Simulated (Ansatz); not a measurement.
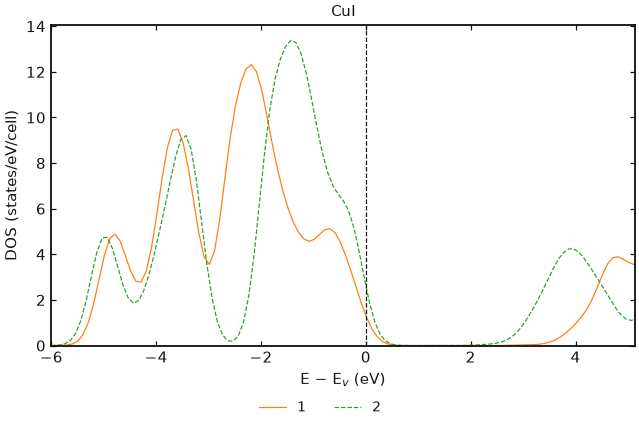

Total densities of states of CuI, space group P-3m1 (No. 164), 4 atoms in the cell, relaxed with r2SCAN+rVV10, then under +4.51 % hydrostatic strain (a = 4.279 Å, c = 7.535 Å (hexagonal axes)), by two methods on the same cell. The DOS curves are built from the levels of the k mesh with Gaussians 0.55 eV wide, which also blur the band edges; ripples of that width can come from the mesh. Each is counted from its own valence-band top.

Question: Which curve is which? The methods: HSE06, r2SCAN.

Answer: 1 is HSE06; 2 is r2SCAN. HSE06 gives a gap of 3.03 eV and r2SCAN gives a gap of 2.14 eV.

Settings. HSE06: Ansatz PAW set, no spin polarisation, no spin-orbit coupling, 6×6×4 k mesh, 420 eV cutoff, fixed occupations (Ansatz). r2SCAN: Ansatz PAW set, no spin polarisation, no spin-orbit coupling, 12×12×4 k mesh, 500 eV cutoff, fixed occupations (Ansatz 0.2.0).

Gaps are the smallest over all k points computed. Spin-orbit coupling is left out, which matters for I. The PAW data sets were made with another functional. The usual form of CuI is zincblende. LDA, GGA and most meta-GGA functionals understate gaps.
